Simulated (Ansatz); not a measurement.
```yaml
crystal:
  lattice:
    - [4.56387, 0.00000, 0.00000]
    - [-2.28193, 3.95242, 0.00000]
    - [0.00000, 0.00000, 7.04671]
  atoms:
    - { symbol: Pb, position: [0.00000, 0.00000, 0.00000] }
    - { symbol: I, position: [0.66667, 0.33333, 0.73325] }
    - { symbol: I, position: [0.33333, 0.66667, 0.26675] }
```

Space group P-3m1; a structure from a database of computed crystals, not necessarily the ambient phase; started from the database structure prototype, which need not be the ambient phase.

Level of theory: DFT, PBE, plane waves, PAW in Ansatz 0.2.0.

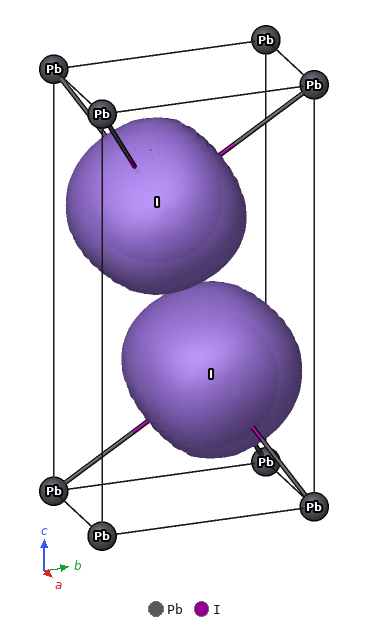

PbI₂. Isosurface of the electron localisation function at 0.7 (purple), seen slightly off an axis. Only the valence region is drawn (cores and ρ < 0.01 e/Å³ removed). Sticks mark near contacts.

Where are the electrons localised?

Answer. At this value the surface marks out two regions wrapped around I (the valence shell of each), counted in one cell of 3 atoms. Any copies at cell faces, edges or corners count once.

Values along the shortest contacts:
Pb–I (3.24 Å): the ELF is about 0.35 at the midpoint and 0.25 at its lowest between the atoms.

Does the calculation give a band gap?

Answer. It is gapped, with a Kohn–Sham gap of 2.2 eV on the k-point mesh (the band edges may lie off the mesh, which would make the gap smaller).
